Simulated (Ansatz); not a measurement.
Geometry relaxation, with input and output: SiO$_{2}$ (part 4 of 4)

Continued. System: SiO$_{2}$ (C2/m, 36 atoms in the cell). Method: DFT, PBE, plane-wave PAW, default files, scalar-relativistic, no spin polarisation (Ansatz 0.2.0); cutoff 420 eV, 3×3×3 k-mesh, Fermi–Dirac smearing of 0.02 eV. It belongs to a series of runs on one base structure; here: x stretched by -4 %, ions relaxed.

## Trajectory as extended XYZ, continued
```
36
Lattice="6.5266 3.9251 4.9453 -6.5266 3.9251 4.9453 0.0000 -7.8502 4.9453" Properties=species:S:1:pos:R:3:forces:R:3 step=4 energy=-21288.22226
Si    1.5664   -5.0523    6.4512    0.0321  -0.0780  -0.0277
Si   -4.9310    1.1278    6.4761    0.0614  -0.0187   0.0162
Si    3.5828    3.9235    6.4848   -0.0251   0.0502  -0.0154
Si   -4.9310   -1.1278    8.3599    0.0614   0.0187  -0.0162
Si    1.5664    5.0523    8.3848    0.0321   0.0780   0.0277
Si    3.5828   -3.9235    8.3512   -0.0251  -0.0502   0.0154
Si   -1.5664    5.0523    8.3848   -0.0321   0.0780   0.0277
Si    4.9310   -1.1278    8.3599   -0.0614   0.0187  -0.0162
Si   -3.5828   -3.9235    8.3512    0.0251  -0.0502   0.0154
Si    4.9310    1.1278    6.4761   -0.0614  -0.0187   0.0162
Si   -1.5664   -5.0523    6.4512   -0.0321  -0.0780  -0.0277
Si   -3.5828    3.9235    6.4848    0.0251   0.0502  -0.0154
O     1.9734   -4.6571    4.9360    0.0728  -0.0441   0.0144
O    -4.5531    0.7320    4.9547    0.0728   0.0441  -0.0144
O     3.0847    3.9251    4.9453    0.0494   0.0000   0.0000
O     4.5531    0.7320    4.9547   -0.0728   0.0441  -0.0144
O    -1.9734   -4.6571    4.9360   -0.0728  -0.0441   0.0144
O    -3.0847    3.9251    4.9453   -0.0494   0.0000   0.0000
O    -1.9718   -1.2611   13.0078    0.0163  -0.0082  -0.0891
O     0.0000    2.7416   13.0923    0.0000   0.0002   0.0812
O     1.9718   -1.2611   13.0078   -0.0163  -0.0082  -0.0891
O     0.0000   -2.7416    1.7437    0.0000  -0.0002  -0.0812
O    -1.9718    1.2611    1.8282    0.0163   0.0082   0.0891
O     1.9718    1.2611    1.8282   -0.0163   0.0082   0.0891
O    -4.3733    2.5825    6.8754   -0.0321  -0.0399   0.0184
O     0.0000   -4.9134    6.7127    0.0000   0.1180  -0.0665
O     4.3733    2.5825    6.8754    0.0321  -0.0399   0.0184
O    -4.3733   -2.5825    7.9606   -0.0321   0.0399  -0.0184
O     4.3733   -2.5825    7.9606    0.0321   0.0399  -0.0184
O     0.0000    4.9134    8.1233    0.0000  -0.1180   0.0665
O    -2.2710    3.9900    7.4096    0.0230  -0.0518  -0.0465
O    -2.2710   -3.9900    7.4263    0.0230   0.0518   0.0465
O     4.2538    0.0000    7.4180    0.0666   0.0000   0.0000
O     2.2710   -3.9900    7.4263   -0.0230   0.0518   0.0465
O     2.2710    3.9900    7.4096   -0.0230  -0.0518  -0.0465
O    -4.2538    0.0000    7.4180   -0.0666   0.0000   0.0000
36
Lattice="6.5266 3.9251 4.9453 -6.5266 3.9251 4.9453 0.0000 -7.8502 4.9453" Properties=species:S:1:pos:R:3:forces:R:3 step=5 energy=-21288.36339
Si    1.5860   -5.0200    6.4669    0.0116  -0.0476  -0.0192
Si   -4.9186    1.1104    6.4412   -0.0632   0.0086   0.0140
Si    3.6519    3.9285    6.5062   -0.0076   0.0610  -0.0808
Si   -4.9186   -1.1104    8.3947   -0.0632  -0.0086  -0.0140
Si    1.5860    5.0200    8.3691    0.0116   0.0476   0.0192
Si    3.6519   -3.9285    8.3297   -0.0076  -0.0610   0.0808
Si   -1.5860    5.0200    8.3691   -0.0116   0.0476   0.0192
Si    4.9186   -1.1104    8.3947    0.0632  -0.0086  -0.0140
Si   -3.6519   -3.9285    8.3297    0.0076  -0.0610   0.0808
Si    4.9186    1.1104    6.4412    0.0632   0.0086   0.0140
Si   -1.5860   -5.0200    6.4669   -0.0116  -0.0476  -0.0192
Si   -3.6519    3.9285    6.5062    0.0076   0.0610  -0.0808
O     2.0986   -4.6955    4.9582    0.0129  -0.0619   0.0190
O    -4.4280    0.7704    4.9324    0.0129   0.0619  -0.0190
O     3.2155    3.9251    4.9453    0.0891   0.0000   0.0000
O     4.4280    0.7704    4.9324   -0.0129   0.0619  -0.0190
O    -2.0986   -4.6955    4.9582   -0.0129  -0.0619   0.0190
O    -3.2155    3.9251    4.9453   -0.0891   0.0000   0.0000
O    -1.9498   -1.2930   12.9236    0.0473   0.0151  -0.0411
O     0.0000    2.8729   13.2432    0.0000   0.0170   0.1732
O     1.9498   -1.2930   12.9236   -0.0473   0.0151  -0.0411
O     0.0000   -2.8729    1.5927    0.0000  -0.0170  -0.1732
O    -1.9498    1.2930    1.9123    0.0473  -0.0151   0.0411
O     1.9498    1.2930    1.9123   -0.0473  -0.0151   0.0411
O    -4.4901    2.6043    6.8871    0.0781  -0.0702   0.0560
O     0.0000   -4.8232    6.6136    0.0000   0.1160  -0.0804
O     4.4901    2.6043    6.8871   -0.0781  -0.0702   0.0560
O    -4.4901   -2.6043    7.9489    0.0781   0.0702  -0.0560
O     4.4901   -2.6043    7.9489   -0.0781   0.0702  -0.0560
O     0.0000    4.8232    8.2223    0.0000  -0.1160   0.0804
O    -2.2918    3.9599    7.3773    0.0466  -0.0041  -0.0057
O    -2.2918   -3.9599    7.4586    0.0466   0.0041   0.0057
O     4.2519    0.0000    7.4180    0.0425   0.0000   0.0000
O     2.2918   -3.9599    7.4586   -0.0466   0.0041   0.0057
O     2.2918    3.9599    7.3773   -0.0466  -0.0041  -0.0057
O    -4.2519    0.0000    7.4180   -0.0425   0.0000   0.0000
36
Lattice="6.5266 3.9251 4.9453 -6.5266 3.9251 4.9453 0.0000 -7.8502 4.9453" Properties=species:S:1:pos:R:3:forces:R:3 step=6 energy=-21288.45858
Si    1.5778   -5.0304    6.4708    0.0389   0.0029  -0.0141
Si   -4.9155    1.1209    6.4262    0.0134  -0.0012   0.0158
Si    3.7053    3.9376    6.5235    0.0180   0.0147  -0.0073
Si   -4.9155   -1.1209    8.4098    0.0134   0.0012  -0.0158
Si    1.5778    5.0304    8.3652    0.0389  -0.0029   0.0141
Si    3.7053   -3.9376    8.3125    0.0180  -0.0147   0.0073
Si   -1.5778    5.0304    8.3652   -0.0389  -0.0029   0.0141
Si    4.9155   -1.1209    8.4098   -0.0134   0.0012  -0.0158
Si   -3.7053   -3.9376    8.3125   -0.0180  -0.0147   0.0073
Si    4.9155    1.1209    6.4262   -0.0134  -0.0012   0.0158
Si   -1.5778   -5.0304    6.4708   -0.0389   0.0029  -0.0141
Si   -3.7053    3.9376    6.5235   -0.0180   0.0147  -0.0073
O     2.1618   -4.7680    4.9701   -0.0016  -0.0033   0.0174
O    -4.3648    0.8429    4.9205   -0.0016   0.0033  -0.0174
O     3.3460    3.9251    4.9453    0.0103   0.0000   0.0000
O     4.3648    0.8429    4.9205    0.0016   0.0033  -0.0174
O    -2.1618   -4.7680    4.9701    0.0016  -0.0033   0.0174
O    -3.3460    3.9251    4.9453   -0.0103   0.0000   0.0000
O    -1.8522   -1.2693   12.8861    0.0134   0.0185   0.0011
O     0.0000    2.8747   13.3625    0.0000   0.0155  -0.0081
O     1.8522   -1.2693   12.8861   -0.0134   0.0185   0.0011
O     0.0000   -2.8747    1.4735    0.0000  -0.0155   0.0081
O    -1.8522    1.2693    1.9499    0.0134  -0.0185  -0.0011
O     1.8522    1.2693    1.9499   -0.0134  -0.0185  -0.0011
O    -4.4769    2.5857    6.9556    0.0139  -0.0103   0.0074
O     0.0000   -4.7135    6.5346    0.0000  -0.0108   0.0310
O     4.4769    2.5857    6.9556   -0.0139  -0.0103   0.0074
O    -4.4769   -2.5857    7.8804    0.0139   0.0103  -0.0074
O     4.4769   -2.5857    7.8804   -0.0139   0.0103  -0.0074
O     0.0000    4.7135    8.3014    0.0000   0.0108  -0.0310
O    -2.3089    4.0195    7.3386   -0.0032  -0.0083   0.0027
O    -2.3089   -4.0195    7.4974   -0.0032   0.0083  -0.0027
O     4.2970    0.0000    7.4180   -0.0018   0.0000   0.0000
O     2.3089   -4.0195    7.4974    0.0032   0.0083  -0.0027
O     2.3089    4.0195    7.3386    0.0032  -0.0083   0.0027
O    -4.2970    0.0000    7.4180    0.0018   0.0000   0.0000
36
Lattice="6.5266 3.9251 4.9453 -6.5266 3.9251 4.9453 0.0000 -7.8502 4.9453" Properties=species:S:1:pos:R:3:forces:R:3 step=7 energy=-21288.46034
Si    1.5763   -5.0302    6.4746   -0.0043   0.0060  -0.0043
Si   -4.9154    1.1188    6.4273   -0.0022   0.0032  -0.0004
Si    3.7165    3.9384    6.5244    0.0031   0.0040   0.0008
Si   -4.9154   -1.1188    8.4087   -0.0022  -0.0032   0.0004
Si    1.5763    5.0302    8.3614   -0.0043  -0.0060   0.0043
Si    3.7165   -3.9384    8.3116    0.0031  -0.0040  -0.0008
Si   -1.5763    5.0302    8.3614    0.0043  -0.0060   0.0043
Si    4.9154   -1.1188    8.4087    0.0022  -0.0032   0.0004
Si   -3.7165   -3.9384    8.3116   -0.0031  -0.0040  -0.0008
Si    4.9154    1.1188    6.4273    0.0022   0.0032  -0.0004
Si   -1.5763   -5.0302    6.4746    0.0043   0.0060  -0.0043
Si   -3.7165    3.9384    6.5244   -0.0031   0.0040   0.0008
O     2.1570   -4.7712    4.9722    0.0005   0.0006   0.0035
O    -4.3696    0.8461    4.9184    0.0005  -0.0006  -0.0035
O     3.3622    3.9251    4.9453    0.0005   0.0000   0.0000
O     4.3696    0.8461    4.9184   -0.0005  -0.0006  -0.0035
O    -2.1570   -4.7712    4.9722   -0.0005   0.0006   0.0035
O    -3.3622    3.9251    4.9453   -0.0005   0.0000   0.0000
O    -1.8359   -1.2658   12.8853    0.0004   0.0051   0.0012
O     0.0000    2.8834   13.3577    0.0000  -0.0009   0.0051
O     1.8359   -1.2658   12.8853   -0.0004   0.0051   0.0012
O     0.0000   -2.8834    1.4783    0.0000   0.0009  -0.0051
O    -1.8359    1.2658    1.9506    0.0004  -0.0051  -0.0012
O     1.8359    1.2658    1.9506   -0.0004  -0.0051  -0.0012
O    -4.4779    2.5823    6.9606   -0.0015  -0.0039  -0.0007
O     0.0000   -4.7023    6.5498    0.0000   0.0000   0.0015
O     4.4779    2.5823    6.9606    0.0015  -0.0039  -0.0007
O    -4.4779   -2.5823    7.8754   -0.0015   0.0039   0.0007
O     4.4779   -2.5823    7.8754    0.0015   0.0039   0.0007
O     0.0000    4.7023    8.2862    0.0000   0.0000  -0.0015
O    -2.3191    4.0261    7.3369    0.0025   0.0022   0.0028
O    -2.3191   -4.0261    7.4991    0.0025  -0.0022  -0.0028
O     4.2913    0.0000    7.4180   -0.0009   0.0000   0.0000
O     2.3191   -4.0261    7.4991   -0.0025  -0.0022  -0.0028
O     2.3191    4.0261    7.3369   -0.0025   0.0022   0.0028
O    -4.2913    0.0000    7.4180    0.0009   0.0000   0.0000
```

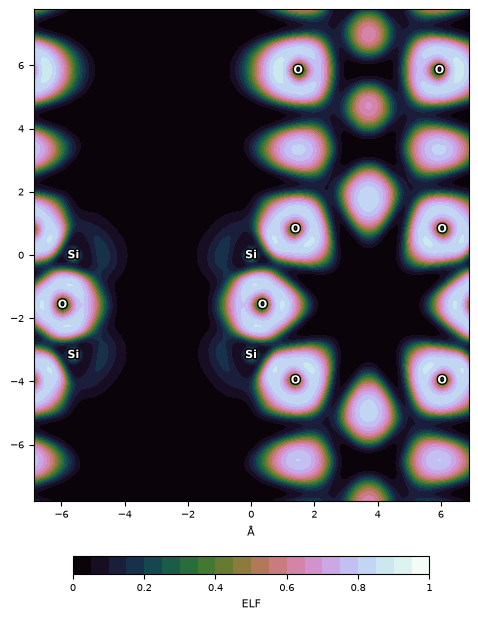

*Electron localisation function on the (101̄) plane of the conventional cell.*

Atoms in the plane: Si and O. Si–O (1.62 Å): the ELF peaks at about 0.85 between the atoms, which marks a polar covalent bond. Core electrons are frozen (PAW), so the fields are smoothed inside the atomic spheres.

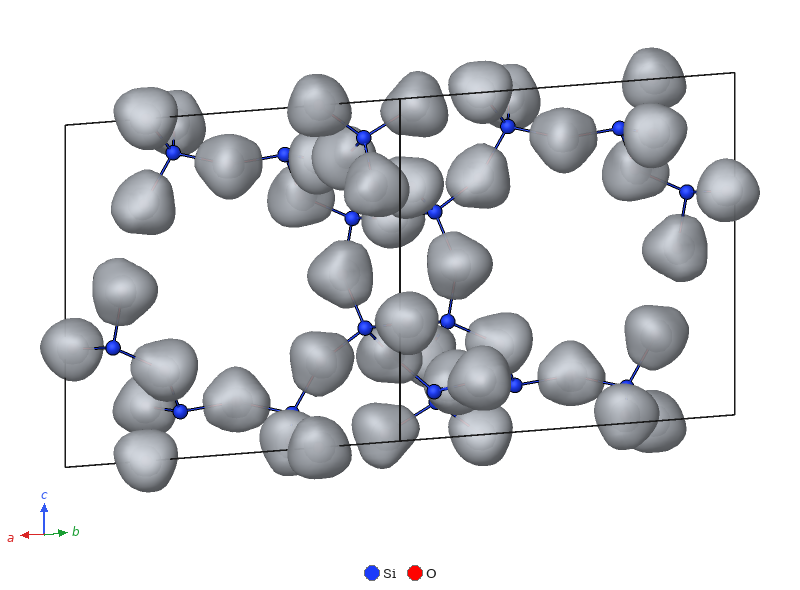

*Isosurface of the electron localisation function at 0.75 (grey), seen along [110]. Core shells and regions of very low density are left out. Sticks mark near contacts. The outline is the cell set on symmetry axes.*

Along the contacts the grid gives the following.

The run was set up as follows.

## The input
```yaml
crystal:
  lattice:
    - [6.5265589159, 3.9251151531, 4.9453227949]
    - [-6.5265589159, 3.9251151531, 4.9453227949]
    - [0.0, -7.8502303062, 4.9453227949]
  atoms:
    - { symbol: Si, position: [0.3342762193, 0.1054204825, 0.8752381862] }
    - { symbol: Si, position: [0.1054204825, 0.8752381862, 0.3342762193] }
    - { symbol: Si, position: [0.8752381862, 0.3342762193, 0.1054204825] }
    - { symbol: Si, position: [0.1247618138, 0.8945795175, 0.6657237807] }
    - { symbol: Si, position: [0.8945795175, 0.6657237807, 0.1247618138] }
    - { symbol: Si, position: [0.6657237807, 0.1247618138, 0.8945795175] }
    - { symbol: Si, position: [0.6657237807, 0.8945795175, 0.1247618138] }
    - { symbol: Si, position: [0.8945795175, 0.1247618138, 0.6657237807] }
    - { symbol: Si, position: [0.1247618138, 0.6657237807, 0.8945795175] }
    - { symbol: Si, position: [0.8752381862, 0.1054204825, 0.3342762193] }
    - { symbol: Si, position: [0.1054204825, 0.3342762193, 0.8752381862] }
    - { symbol: Si, position: [0.3342762193, 0.8752381862, 0.1054204825] }
    - { symbol: O, position: [0.2631181805, 0.0, 0.7368818195] }
    - { symbol: O, position: [0.0, 0.7368818195, 0.2631181805] }
    - { symbol: O, position: [0.7368818195, 0.2631181805, 0.0] }
    - { symbol: O, position: [0.7368818195, 0.0, 0.2631181805] }
    - { symbol: O, position: [0.0, 0.2631181805, 0.7368818195] }
    - { symbol: O, position: [0.2631181805, 0.7368818195, 0.0] }
    - { symbol: O, position: [0.6744800195, 0.9761431857, 0.9761431857] }
    - { symbol: O, position: [0.9761431857, 0.9761431857, 0.6744800195] }
    - { symbol: O, position: [0.9761431857, 0.6744800195, 0.9761431857] }
    - { symbol: O, position: [0.0238568143, 0.0238568143, 0.3255199805] }
    - { symbol: O, position: [0.0238568143, 0.3255199805, 0.0238568143] }
    - { symbol: O, position: [0.3255199805, 0.0238568143, 0.0238568143] }
    - { symbol: O, position: [0.2518120148, 0.8933184751, 0.2518120148] }
    - { symbol: O, position: [0.2518120148, 0.2518120148, 0.8933184751] }
    - { symbol: O, position: [0.8933184751, 0.2518120148, 0.2518120148] }
    - { symbol: O, position: [0.1066815249, 0.7481879852, 0.7481879852] }
    - { symbol: O, position: [0.7481879852, 0.1066815249, 0.7481879852] }
    - { symbol: O, position: [0.7481879852, 0.7481879852, 0.1066815249] }
    - { symbol: O, position: [0.5, 0.8469655168, 0.1530344832] }
    - { symbol: O, position: [0.1530344832, 0.5, 0.8469655168] }
    - { symbol: O, position: [0.8469655168, 0.1530344832, 0.5] }
    - { symbol: O, position: [0.5, 0.1530344832, 0.8469655168] }
    - { symbol: O, position: [0.8469655168, 0.5, 0.1530344832] }
    - { symbol: O, position: [0.1530344832, 0.8469655168, 0.5] }
kpoints:
  mp_grid: { grid: [3, 3, 3] }
scf:
  occupations: { method: fermi_dirac, width: 0.02 }
hamiltonian:
  xc: pbe
  pseudopotentials: { kind: paw }
output:
  forces: true
  stress: true
  populations: true
  efg: { quadrupole_moments_barn: { O: -0.02558 }, contact_densities: true }
  write_density: true
  write_potential: true
  elf: true
  volumetric_format: npy
relax:
  f_tol: 0.02
  max_steps: 60
```

Launched with:
```bash
ansatz run input.yaml --threads 4 --pin off --max-ram 8192MiB --backend cpu --events-out ev --progress --plain --runs-dir out
```

## Summary

| quantity | value |
| --- | --- |
| outcome | converged |
| space group (tolerance 0.01 Å) | C2/m (12) |
| electrons treated | 192 |
| free energy | −21288.4603 eV |
| Fermi energy | 1.198 eV |
| gap on the k-point mesh | 5.80 eV |
| pressure | 1.69 GPa |
| final volume | 760.12 Å³ |
| field gradient V_zz (10²¹ V/m²) | Si −0.80, Si 1.12, Si 1.01, Si 1.12, Si −0.80, Si 1.01, Si −0.80, Si 1.12 (the first 8 of 36 sites) |
| largest force (length of the vector) at the end | 0.009 eV/Å |
| final cell | a = 9.081 Å, b = 9.081 Å, c = 9.278 Å, α = 94.33°, β = 94.33°, γ = 91.90° |
| hardware | 4 threads of Arm Neoverse V2, 24 GiB of memory available, shared host |
| wall time | 2.1 min (CPU time 8.4 min) |
| peak memory | 2.7 GiB |

## Notes

The program warns: the SCF threshold is looser than advised for the printed stress; the exchange-correlation potential is rough where the density is thin.
